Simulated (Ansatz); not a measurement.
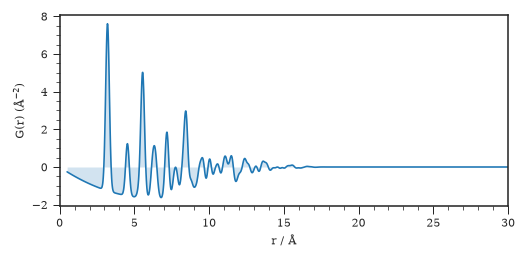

Simulated X-ray pair distribution function, G(r) = R(r)/r − 4πρ₀r, summed over the atomic distances of the structure with each pair weighted by the product of the atomic numbers (X-ray weights at Q = 0); every distance is a Gaussian of σ = 0.12 Å, for spherical particles of Hg with the bulk structure: the bulk G(r) is multiplied by the envelope of a sphere of diameter D, 1 − 3r/2D + r³/2D³, with no surface relaxation. The number density is 0.0426 atoms per Å³. It is based on the input geometry of an electronic-structure calculation (not necessarily at equilibrium); the starting structure was generated, so it need not be a known form of this composition.

> How large are the particles?

About 18 Å (1.8 nm): the signal vanishes at r = D, fading from view somewhat earlier.

> Roughly how many atoms does one particle hold?

About 130 (number density 0.0426 Å⁻³ times πD³/6).
